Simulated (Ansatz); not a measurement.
**Ni: is there a lower state than plain starts find?, part 1 of 2**

Aim: test whether Ni has a self-consistent state below the best one that plain SCF starts reached, by the runs listed below. We look at Ni: the measured crystal structure (space group Fm-3m, primitive cell doubled), with 2 atoms per cell. Source: COD entry 9012427, which need not be the ambient phase.

The COD entry's cell or inner coordinates are ideal or old and differ from later refinements, so a difference from it is no clean test against experiment.

Method: DFT HSE06, PAW, plane waves, scalar-relativistic, in Ansatz 0.2.0.

**1. The starting structure**

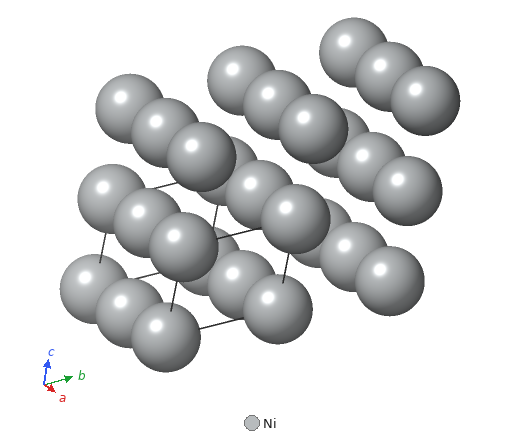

The starting structure, seen slightly off an axis (nickel light grey). 1×2×2 cells are drawn. Atoms on the faces are drawn again on the opposite ones.

As a file:

```xyz
2
Lattice="0.0000 3.5168 3.5168 1.7584 0.0000 1.7584 1.7584 1.7584 0.0000" Properties=species:S:1:pos:R:3 pbc="T T T"
Ni    0.0000    0.0000    0.0000
Ni    0.0000    1.7584    1.7584
```

In tables a label like Ni2 counts atoms in the order of input.yaml; a structure file may count by element.

Known so far: 7 plain starts ended in 3 states. The lowest came from “a moment on one site alone, plain SCF [Ni1 2.00 μB]”: ferromagnetic, site moments Ni1 0.96, Ni2 0.96 μB, total 1.78 μB per cell, no gap on the k-mesh, free energy -11675.4915 eV.

Runs to come: parallel moments, default search level; opposed moments +-, default search level; the moments typed in its input, symmetry off, plain SCF; the moments typed in its input, standard search level.

“Plain SCF” means no search for lower states. Under a hybrid the search levels only allow a further exchange loop from another filling of the frontier levels; the end state isn't tested for a lower one. Iterations are summed over the PBE start and the exchange cycles. Ends within 0.2 meV/atom and 0.1 μB count as one state.

Moments by site are taken inside atomic spheres; the rest lies between them.

**2. Parallel moments, default search level**

Contents of input.yaml:

```yaml
crystal:
  lattice:
    - [0.0, 3.5168, 3.5168]
    - [1.7584, 0.0, 1.7584]
    - [1.7584, 1.7584, 0.0]
  atoms:
    - { symbol: Ni, position: [0.0, 0.0, 0.0], spin: 2.0 }
    - { symbol: Ni, position: [0.5, 0.0, 0.0], spin: 2.0 }
magnetization:
  spin_polarized: true
hamiltonian:
  xc: hse06
  pseudopotentials: { kind: paw }
basis:
  ecutwfc: 420
kpoints:
  mp_grid: { grid: [4, 7, 7] }
scf:
  occupations: { method: fermi_dirac, width: 0.05 }
output:
  forces: true
  stress: true
```

Launch:

```sh
$ ansatz run input.yaml --threads 4 --pin off --max-ram 10240MiB --backend cpu --events-out ev --progress --plain --runs-dir out
```

Standard output, cut to the lines that bear on the results:

```text
Warning: crystal.symmetry: narrowed to the stabiliser of the k-point mesh — unitary ops 24 → 8; excluded 16 operations that carry a point of the 4×7×7 mesh (shift [0, 0, 0]) off the mesh (the run samples exactly the mesh kpoints.mp_grid names, as under crystal.symmetry.detect: false, and [...]
Warning: output.stress: scf.convergence.dr2_threshold = 1e-7 eV (the SCF's general default) is looser than the 2e-10 eV advised for a printed stress (1e-10 eV for each atom of the cell: 2). What an SCF threshold leaves in a stress goes as its square root, and in the free energy as the [...]
Warning: output.stress: scf.exx.energy_threshold = 1e-6 eV is looser than the 2e-8 eV advised for a stress under a hybrid functional (1e-8 eV for each atom of the cell: 2). Every SCF of the exchange loop can meet its threshold on dr2 while the loop round them stops early: no threshold on [...]
Pseudopotentials: kind: paw
Pseudopotential: Ni, paw, valence charge 18, recommended cutoff 420 eV (normal), Ni.paw.azcp
Functional definition: HSE06
[...]
Crystal: 2 atoms, lattice volume = 21.748 Å³
Basis set: ecut = 420 eV, 391 PW (Γ), exchange–correlation on 72×36×36 points (8 copies of the dense FFT grid, shifted against one another)
Bands: 24, of which v1, the nominal top of the filled ones, is band 18 counted from 1 (17 counted from 0)
Symmetry: 8 space group operations
k-points: 60 of 196
[...]
Starting moments: Σ|m| = 4 μB on 2 of 2 sites
[...]
SCF iter   1: F=—  HF=-11678.864871 eV  |F-HF|=—  |Δ(HF+E_count)|=         —  Δρ=1.25e-1 (↑1.13e-1 ↓1.25e-1)  dr2=2.04e-2  dr2_m=2.80e0  M=1.851 μB ∫|m|=2.005 μB  β_m=0.30  ethr=4.89e-5  ⟨swp⟩=6.4  Hψ=19622  notcnv=0
[...]
Frozen-core exchange: fock
[...]
hybrid outer 8: dexx = +5.382e-3 eV, tail = 1.99e-4 eV, Δε = 9.97e-2 eV (about 8.51e-2 eV left of the loop's levels)
[... 1 line as in an earlier run ...]
Frozen-core exchange: fock
[...]
hybrid outer 9: dexx = +1.896e-7 eV, tail = 1.62e-7 eV, Δε = 1.40e-3 eV (about 5.27e-3 eV left of the loop's levels), ΔF = 7.10e-30 eV/Å (tail 2.66e-29)
[... 1 line as in an earlier run ...]
Frozen-core exchange: fock
[...]
SCF iter   6: F=-11675.491485 eV  HF=-11675.491485 eV  |F-HF|=0.00e0  |Δ(HF+E_count)|=  1.89e-10  Δρ=3.57e-7 (↑7.16e-8 ↓3.57e-7)  dr2=2.37e-11  dr2_m=8.32e-12  M=1.778 μB ∫|m|=2.184 μB  ethr=1.06e-12 (applied; sched 1.00e-12)  ⟨swp⟩=3.2  Hψ=5642  notcnv=0
[...]
hybrid outer 10: dexx = +2.063e-8 eV, tail = 3.13e-9 eV, Δε = 1.72e-4 eV (about 4.08e-4 eV left of the loop's levels), ΔF = 1.89e-29 eV/Å (tail 1.38e-29)
at 8 of the mixer's solves, all of them in the SCFs whose states led to this one, it left a direction of its history that read negative out of its fit and stepped the other way along it
the last iteration of the SCF fills more bands at one k-point than at another: 18 at σ=↑ k=7 and 20 at σ=↑ k=0; 16 at σ=↓ k=6 and 20 at σ=↓ k=44 (a band counts as filled where it holds over half of its capacity, the bands of one level by their mean; [...]
this state was not tested for a lower state beside it, because the functional holds exact exchange (a hybrid, or Hartree-Fock), whose exchange loop this test does not read (fock_operator); [...]
hybrid SCF converged: 10 outer / 106 inner (+17 warm-up), last move |dexx| = 2.06e-8 eV, tail = 3.13e-9 eV
Magnetization: 1.7777 μB (18.8888 up, 17.1112 down)
Absolute magnetization: 2.1839 μB (∫|ρ↑−ρ↓|, with the PAW one-centre terms)
Spin contamination: 0.1012 ħ² per cell (⟨S²⟩ above its minimum at these occupations)
Per-site moments (μB) at R_I (Å): [(0.9605066525247035, 1.0257856653317008), (0.9605066525247035, 1.0257856653317008)]
Free energy (F): -11675.491485 eV
Frozen-core exchange: fock
[...]
E sigma→0 (E₀):  -11675.489525 eV
Entropy (-TS):   -0.003922 eV (-1.961 meV/atom)
Fermi energy:    18.179087 eV
[... 32 lines left out: energy terms, forces, stress, bands ...]
```

It took 5.6 min on 4 threads of Intel Xeon at 2.50GHz (Skylake/Cascade Lake), shared host; peak memory 1.1 GiB.

This is the state of step 1 again (ferromagnetic), after 123 iterations.

Under exact exchange the program makes no test for lower states, so this run searched nothing.

**3. Opposed moments +-, default search level**

Changes to input.yaml since step 2:

```diff
@@ -7,3 +7,3 @@
     - { symbol: Ni, position: [0.0, 0.0, 0.0], spin: 2.0 }
-    - { symbol: Ni, position: [0.5, 0.0, 0.0], spin: 2.0 }
+    - { symbol: Ni, position: [0.5, 0.0, 0.0], spin: -2.0 }
 magnetization:
@@ -22 +22,5 @@
   stress: true
+  write_density: true
+  write_potential: true
+  elf: true
+  volumetric_format: npy
```

Launch:

```sh
$ ansatz run input.yaml --threads 4 --pin off --max-ram 10240MiB --backend cpu --events-out ev --progress --plain --runs-dir out
```

Standard output:

```text
Warning: crystal.symmetry: narrowed to the stabiliser of the k-point mesh — unitary ops 12 → 4; excluded 8 operations that carry a point of the 4×7×7 mesh (shift [0, 0, 0]) off the mesh (the run samples exactly the mesh kpoints.mp_grid names, as under crystal.symmetry.detect: false, and its converged state has the mesh's symmetry, not the crystal's; ε∞, the Born charges and the force constants of a linear response (`dielectric:` by the response, `phonons.method: dfpt`) are averaged over those of the crystal's operations that the state keeps within a tolerance, where `mesh_tensors`, `unaveraged_element` or `gamma_mean_max_change_ev_ang2` stands beside them; a row that `dielectric.field_direction` solves alone is averaged likewise, with nothing beside; a Γ-centred mesh of equal divisions is mapped onto itself by every operation and keeps the whole group, as does a half-shifted one under kpoints.further_shifts: images)
[... 13 lines as in an earlier run ...]
Symmetry: 4 space group operations
[... 6 lines as in an earlier run ...]
Starting moments: Σ|m| = 4 μB on 2 of 2 sites
[... 2 lines as in an earlier run ...]
the translation (0.5, 0, 0) carries every atom to within crystal.symmetry.tolerance of an atom of its element with the starting moment reversed, but both spin channels are solved: under a hybrid functional one channel is solved only on norm-conserving pseudopotentials (hamiltonian.pseudopotentials.kind)
iter 1 solved again at ethr=8.65e-5 eV; its pass at ethr=1.00e-1 eV (dr2=3.11e-2 eV) is discarded
SCF iter   1: F=—  HF=-11678.640828 eV  |F-HF|=—  |Δ(HF+E_count)|=         —  Δρ=1.29e-1 (↑1.29e-1 ↓1.29e-1)  dr2=3.51e-2  dr2_m=3.31e0  M=0.000 μB ∫|m|=1.848 μB  β_m=0.30  ethr=8.65e-5  ⟨swp⟩=5.5  Hψ=18864  notcnv=0
preconditioner: auto → none  [metal: Δε(μ)=0.004 eV  Ē_g=11.700 eV  σ=0.050 eV  W_gap=0.02  n_scr=8 (ndim 8)  ℏωp=35.6 eV  f_vac=0.000  D(μ)=5.26/eV (n_scr^D=110)  sad-step TF]
SCF iter   2: F=—  HF=-11678.900379 eV  |F-HF|=—  |Δ(HF+E_count)|=   2.60e-1  Δρ=1.04e-1 (↑1.04e-1 ↓1.04e-1)  dr2=2.50e-2  dr2_m=2.13e0  M=0.000 μB ∫|m|=1.697 μB  β_m=0.30  ethr=8.65e-5  ⟨swp⟩=3.3  Hψ=6639  notcnv=0  defer=13
SCF iter   3: F=—  HF=-11679.060219 eV  |F-HF|=—  |Δ(HF+E_count)|=   1.60e-1  Δρ=8.40e-2 (↑8.37e-2 ↓8.40e-2)  dr2=7.26e-3  dr2_m=1.40e0  M=-0.002 μB ∫|m|=1.567 μB  β_m=0.30  ethr=6.94e-5  ⟨swp⟩=3.3  Hψ=8069  notcnv=0  defer=6
SCF iter   4: F=—  HF=-11679.157127 eV  |F-HF|=—  |Δ(HF+E_count)|=   9.69e-2  Δρ=6.92e-2 (↑6.92e-2 ↓6.78e-2)  dr2=6.20e-3  dr2_m=9.33e-1  M=0.008 μB ∫|m|=1.449 μB  β_m=0.30  ethr=2.02e-5  ⟨swp⟩=3.2  Hψ=7574  notcnv=0  defer=6
SCF iter   5: F=—  HF=-11679.220013 eV  |F-HF|=—  |Δ(HF+E_count)|=   6.29e-2  Δρ=5.91e-2 (↑5.34e-2 ↓5.91e-2)  dr2=9.72e-3  dr2_m=6.29e-1  M=-0.028 μB ∫|m|=1.353 μB  β_m=0.30  ethr=1.72e-5  ⟨swp⟩=2.8  Hψ=6003  notcnv=0  defer=11
SCF iter   6: F=—  HF=-11679.260510 eV  |F-HF|=—  |Δ(HF+E_count)|=   4.05e-2  Δρ=4.67e-2 (↑4.61e-2 ↓4.67e-2)  dr2=1.32e-3  dr2_m=4.29e-1  M=-0.010 μB ∫|m|=1.269 μB  β_m=0.30  ethr=1.72e-5  ⟨swp⟩=2.8  Hψ=5878  notcnv=0  defer=11
iter 7 solved again at ethr=3.03e-7 eV; its pass at ethr=3.65e-6 eV (dr2=1.09e-4 eV) is discarded
SCF iter   7: F=—  HF=-11679.287955 eV  |F-HF|=—  |Δ(HF+E_count)|=   2.74e-2  Δρ=3.86e-2 (↑3.86e-2 ↓3.82e-2)  dr2=1.09e-4  dr2_m=2.94e-1  M=-0.006 μB ∫|m|=1.198 μB  β_m=0.30  ethr=3.03e-7  ⟨swp⟩=2.2  Hψ=11984  notcnv=0
SCF iter   8: F=—  HF=-11679.306731 eV  |F-HF|=—  |Δ(HF+E_count)|=   1.88e-2  Δρ=3.24e-2 (↑3.17e-2 ↓3.24e-2)  dr2=3.72e-4  dr2_m=2.05e-1  M=-0.012 μB ∫|m|=1.137 μB  β_m=0.30  ethr=3.02e-7  ⟨swp⟩=4.0  Hψ=8620  notcnv=0
[... 4 lines left out ...]
spin-set hold released at iteration 11 (site moments contracting): the magnetisation degrees of freedom join the quasi-Newton model from the next iteration; the mixer history was flushed
[... 23 lines left out ...]
SCF 1 converged in 34 iterations: F = -11679.352459 eV  dr2 = 8.96e-11
Initial density: handed on by an earlier stage of this run
Starting moments: Σ|m| = 4 μB on 2 of 2 sites; this step starts from the density that it was given
Initial wavefunctions: those handed on with the density
[... 2 lines as in an earlier run ...]
Frozen-core exchange: fock
[... 2 lines left out ...]
preconditioner: auto → none  [metal: Δε(μ)=0.020 eV  Ē_g=13.611 eV  σ=0.050 eV  W_gap=0.10  n_scr=8 (ndim 8)  ℏωp=35.6 eV  f_vac=0.000  D(μ)=2.62/eV (n_scr^D=36)]
[... 16 lines left out ...]
SCF 2 stopped early in 17 iterations: F = -11675.170452 eV  dr2 = 8.27e-3
hybrid outer 1: dexx = +1.928e0 eV, tail = 6.35e-2 eV
[... 1 line as in an earlier run ...]
Frozen-core exchange: fock
[... 1 line left out ...]
preconditioner: auto → none  [metal: Δε(μ)=0.069 eV  Ē_g=13.762 eV  σ=0.050 eV  W_gap=0.33  n_scr=8 (ndim 8)  ℏωp=35.6 eV  f_vac=0.000  D(μ)=0.75/eV (n_scr^D=2)]
[... 13 lines left out ...]
SCF 3 stopped early in 14 iterations: F = -11675.190130 eV  dr2 = 8.99e-7
hybrid outer 2: dexx = +1.043e-2 eV, tail = 7.84e-5 eV, Δε = 2.98e-1 eV (about 3.89e-2 eV left of the loop's levels)
[... 1 line as in an earlier run ...]
Frozen-core exchange: fock
[... 1 line left out ...]
preconditioner: auto → none  [metal: Δε(μ)=0.098 eV  Ē_g=13.782 eV  σ=0.050 eV  W_gap=0.45  n_scr=8 (ndim 8)  ℏωp=35.6 eV  f_vac=0.000  D(μ)=0.68/eV (n_scr^D=2)]
[... 12 lines left out ...]
SCF 4 converged in 13 iterations: F = -11675.190146 eV  dr2 = 2.11e-9
  Residual-converged pass: ⟨swp⟩=3.0  Hψ=5130  notcnv=0  max |occ|·‖R‖ = 1.8e-6 eV (tolerance 1.8e-6 eV)  dr2=2.11e-9  dr2_m=8.22e-10  dr2_onsite=1.04e-9  max |Δocc| = 5.7e-13
hybrid outer 3: dexx = +3.245e-5 eV, tail = 7.95e-7 eV, Δε = 9.02e-3 eV (about 4.61e-3 eV left of the loop's levels)
[... 1 line as in an earlier run ...]
Frozen-core exchange: fock
[... 1 line left out ...]
preconditioner: auto → none  [metal: Δε(μ)=0.097 eV  Ē_g=13.782 eV  σ=0.050 eV  W_gap=0.44  n_scr=8 (ndim 8)  ℏωp=35.6 eV  f_vac=0.000  D(μ)=0.68/eV (n_scr^D=2)]
[... 3 lines left out ...]
SCF iter   5: F=—  HF=-11675.190146 eV  |F-HF|=—  |Δ(HF+E_count)|=   9.83e-9  Δρ=4.38e-6 (↑4.38e-6 ↓2.39e-6)  dr2=2.96e-9  dr2_m=1.36e-9  M=-0.000 μB ∫|m|=1.523 μB  β_m=0.86  ethr=1.54e-11  ⟨swp⟩=4.0  Hψ=7122  notcnv=0  defer=6
SCF iter   6: F=—  HF=-11675.190146 eV  |F-HF|=—  |Δ(HF+E_count)|=   4.71e-9  Δρ=5.94e-6 (↑3.58e-6 ↓5.94e-6)  dr2=1.08e-8  dr2_m=7.86e-10  M=-0.000 μB ∫|m|=1.523 μB  β_m=0.71  ethr=6.17e-12  ⟨swp⟩=4.0  Hψ=8073  notcnv=0  defer=4  recentre
SCF iter   7: F=—  HF=-11675.190146 eV  |F-HF|=—  |Δ(HF+E_count)|=   4.27e-9  Δρ=3.01e-6 (↑3.01e-6 ↓2.28e-6)  dr2=3.84e-9  dr2_m=6.27e-10  M=-0.000 μB ∫|m|=1.523 μB  β_m=0.86  ethr=6.17e-12  ⟨swp⟩=4.0  Hψ=8142  notcnv=0  defer=5
SCF iter   8: F=—  HF=-11675.190146 eV  |F-HF|=—  |Δ(HF+E_count)|=   1.15e-8  Δρ=1.63e-6 (↑1.04e-6 ↓1.63e-6)  dr2=1.13e-9  dr2_m=1.51e-10  M=-0.000 μB ∫|m|=1.523 μB  β_m=0.93  ethr=6.17e-12  ⟨swp⟩=4.3  Hψ=9102  notcnv=0  defer=5
SCF iter   9: F=—  HF=-11675.190146 eV  |F-HF|=—  |Δ(HF+E_count)|=   2.45e-9  Δρ=1.33e-6 (↑8.89e-7 ↓1.33e-6)  dr2=5.11e-10  dr2_m=9.60e-11  M=0.000 μB ∫|m|=1.523 μB  β_m=0.96  ethr=2.24e-12  ⟨swp⟩=4.2  Hψ=9008  notcnv=0  defer=5
SCF iter  10: F=—  HF=-11675.190146 eV  |F-HF|=—  |Δ(HF+E_count)|=  2.84e-10  Δρ=1.06e-6 (↑9.87e-7 ↓1.06e-6)  dr2=7.59e-10  dr2_m=1.34e-10  M=0.000 μB ∫|m|=1.523 μB  β_m=0.98  ethr=1.59e-12 (applied; sched 1.00e-12)  ⟨swp⟩=4.0  Hψ=8429  notcnv=0
SCF iter  11: F=—  HF=-11675.190146 eV  |F-HF|=—  |Δ(HF+E_count)|=  6.04e-10  Δρ=1.58e-6 (↑1.47e-6 ↓1.58e-6)  dr2=1.43e-9  dr2_m=7.86e-11  M=0.000 μB ∫|m|=1.523 μB  β_m=0.86  ethr=1.61e-12 (applied; sched 1.00e-12)  ⟨swp⟩=4.0  Hψ=8566  notcnv=0
SCF iter  12: F=-11675.190146 eV  HF=-11675.190146 eV  |F-HF|=4.73e-11  |Δ(HF+E_count)|=  2.47e-10  Δρ=4.97e-7 (↑3.66e-7 ↓4.97e-7)  dr2=8.20e-11  dr2_m=1.70e-11  M=0.000 μB ∫|m|=1.523 μB  ethr=1.30e-12 (applied; sched 1.00e-12)  ⟨swp⟩=4.0  Hψ=6989  notcnv=0
SCF 5 converged in 12 iterations: F = -11675.190146 eV  dr2 = 8.20e-11
  Residual-converged pass: ⟨swp⟩=3.0  Hψ=5352  notcnv=0  max |occ|·‖R‖ = 5.4e-7 eV (tolerance 5.4e-7 eV)  dr2=8.14e-11  dr2_m=1.69e-11  dr2_onsite=2.41e-11  max |Δocc| = 1.9e-13
hybrid outer 4: dexx = +1.157e-6 eV, tail = 2.42e-8 eV, Δε = 1.50e-3 eV (about 9.55e-4 eV left of the loop's levels), ΔF = 1.58e-30 eV/Å (tail 1.00e-30)
[... 1 line as in an earlier run ...]
Frozen-core exchange: fock
SCF iter   1: F=—  HF=-11675.190146 eV  |F-HF|=—  |Δ(HF+E_count)|=         —  Δρ=6.70e-7 (↑6.70e-7 ↓5.27e-7)  dr2=9.13e-11  dr2_m=4.24e-11  M=0.000 μB ∫|m|=1.523 μB  β_m=0.30  ethr=3.25e-11  ⟨swp⟩=5.3  Hψ=7146  notcnv=0
preconditioner: auto → none  [metal: Δε(μ)=0.099 eV  Ē_g=13.782 eV  σ=0.050 eV  W_gap=0.45  n_scr=8 (ndim 8)  ℏωp=35.6 eV  f_vac=0.000  D(μ)=0.68/eV (n_scr^D=2)]
SCF iter   2: F=-11675.190146 eV  HF=-11675.190146 eV  |F-HF|=7.82e-11  |Δ(HF+E_count)|=  1.24e-10  Δρ=8.68e-7 (↑8.68e-7 ↓5.68e-7)  dr2=1.45e-10  dr2_m=6.31e-11  M=0.000 μB ∫|m|=1.523 μB  ethr=1.08e-12 (applied; sched 1.00e-12)  ⟨swp⟩=3.2  Hψ=5482  notcnv=0
SCF 6 converged in 2 iterations: F = -11675.190146 eV  dr2 = 1.45e-10
  Residual-converged pass: ⟨swp⟩=3.0  Hψ=6768  notcnv=0  max |occ|·‖R‖ = 3.9e-7 eV (tolerance 3.9e-7 eV)  dr2=1.45e-10  dr2_m=6.42e-11  dr2_onsite=6.55e-11  max |Δocc| = 2.6e-13
hybrid outer 5: dexx = +1.930e-10 eV, tail = 5.68e-9 eV, Δε = 2.63e-5 eV (about 2.84e-4 eV left of the loop's levels), ΔF = 1.42e-29 eV/Å (tail 8.97e-30)
at 2 of the mixer's solves, all of them in the SCFs whose states led to this one, it left a direction of its history that read negative out of its fit and stepped the other way along it
the last iteration of the SCF fills more bands at one k-point than at another: 17 at σ=↑ k=6 and 20 at σ=↑ k=0; 17 at σ=↓ k=6 and 20 at σ=↓ k=0 (a band counts as filled where it holds over half of its capacity, the bands of one level by their mean; [...]
this state was not tested for a lower state beside it, because the functional holds exact exchange (a hybrid, or Hartree-Fock), whose exchange loop this test does not read (fock_operator); [...]
hybrid SCF converged: 5 outer / 58 inner (+34 warm-up), last move |dexx| = 1.93e-10 eV, tail = 5.68e-9 eV
Magnetization: 0.0000 μB (18.0000 up, 18.0000 down)
Absolute magnetization: 1.5221 μB (∫|ρ↑−ρ↓|, with the PAW one-centre terms)
Spin contamination: 0.8397 ħ² per cell (⟨S²⟩ above its minimum at these occupations)
Per-site moments (μB) at R_I (Å): [(0.7317276665774883, 1.0257856653317008), (-0.7317253402747558, 1.0257856653317008)]
Free energy (F): -11675.190146 eV
Frozen-core exchange: fock
Harris-Foulkes:  -11675.190146 eV  (|F-HF|=7.82e-11)
Internal energy: -11675.184124 eV  (E = F + TS)
E sigma→0 (E₀):  -11675.187135 eV
Entropy (-TS):   -0.006021 eV (-3.011 meV/atom)
Fermi energy:    17.895766 eV
--- Per-component energies (eV) ---
  E_band       = -672.783930
  E_kinetic    = 567.950221
  E_local      = -6908.571996  (includes V_loc(G=0)·N_el)
  E_nonlocal   = 1288.386030
  E_hartree    = 2898.898295
  E_xc         = -136.121862
  E_vxc        = -173.710109  (∫ρ·V_xc dr)
  E_exx        = -192.410411  (= α·E_x^exact, valence–valence)
  E_paw        = -3110.476912  (= ΣΔE_a)
  E_vpaw       = -859.815051  (= ΣTr[D̂ρ^β])
  E_aug_tail   = 0.001172  (compensation charges beyond the density's cutoff)
  E_ewald      = -6082.406123
  E_core_change = -0.432539  (= ΣΔE_core)
  E_smearing   = -0.006021  (= −TS)
  E_closure    = 0.000000  (closes the sum)
  Σ components = -11675.190146   (vs F -11675.190146, Δ=0.00e0)
--- Forces (eV/Å), atoms counted from 1 ---
  atom   1  Ni     0.00000000    -0.00000000     0.00000000
  atom   2  Ni     0.00000000     0.00000000     0.00000000
  max |Σ_I F_I| component: 1.26e-29 eV/Å
--- Stress (GPa, compression-positive) ---
       10.157077      -0.586958      -0.586958
       -0.586965       9.503964       1.833564
       -0.586965       1.833564       9.503964
  P = ⅓ Tr σ = 9.7217 GPa (97.217 kbar)
--- Band table (eV; the first three rows and the last of 120) ---
  k-point 0 ↑: bands = ["-91.6066", "-90.4449", "-51.2435", "-49.9905", "-49.8782", "-49.2363", "-49.0561", "-49.0441", "7.7444", "11.5221", "14.4226", "14.4318", "14.6847", "14.7133", "15.7574", "15.7578", "16.2870", "16.4607", "16.5247", "17.4285", "25.3963"]
  k-point 1 ↑: bands = ["-91.6019", "-90.4399", "-51.2382", "-50.0083", "-49.9068", "-49.2339", "-49.0885", "-49.0630", "8.6268", "11.8747", "13.9652", "14.4605", "14.6119", "14.8244", "15.0477", "15.6152", "15.9336", "16.5063", "16.6060", "19.5641", "26.0527"]
  k-point 2 ↑: bands = ["-91.5911", "-90.4286", "-51.2274", "-50.0616", "-49.9594", "-49.2253", "-49.1767", "-49.0882", "10.7747", "12.3872", "12.7214", "14.3391", "14.4202", "14.9471", "15.2572", "15.5808", "16.4011", "16.8421", "17.7587", "21.1586", "28.5846"]
  k-point 59 ↓: bands = ["-91.5801", "-90.4170", "-51.2156", "-50.1727", "-49.9531", "-49.2572", "-49.2190", "-49.1262", "12.8418", "13.0283", "13.2127", "13.3144", "13.6112", "14.7127", "15.3611", "15.6820", "16.8738", "18.4856", "21.0633", "22.4921", "27.8381"]
  guard bands above this table: 3 of the run's 24 bands. The solve was not asked for them (output.publish_guard_bands: true or output.eigenvalues: true publishes all)
```

It took 3.7 min on 4 threads of Intel Xeon at 2.50GHz (Skylake/Cascade Lake), shared host; peak memory 1 GiB.

Result: antiferromagnetic (magnetic neighbours of Ni1 with a moment over 0.3 of its own that point the other way: 6 of 12 at 2.49 Å, 6 of 6 at 3.52 Å), site moments Ni1 0.73, Ni2 -0.73 μB, total 0.00 μB per cell, no gap on the k-mesh. Against step 1, the lowest until now, it is 151 meV/atom higher.

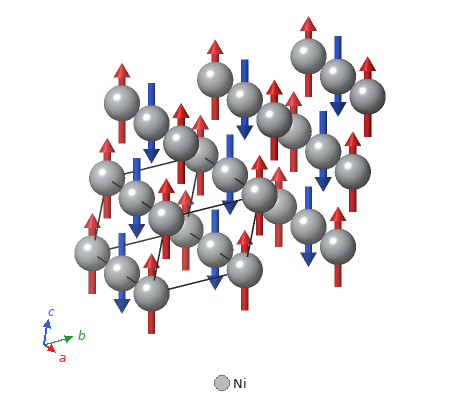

Arrows show the site moments: red and blue are opposite signs, and length grows with size. The axis is drawn upright for the eye.

(Continued in part 2 of 2.)
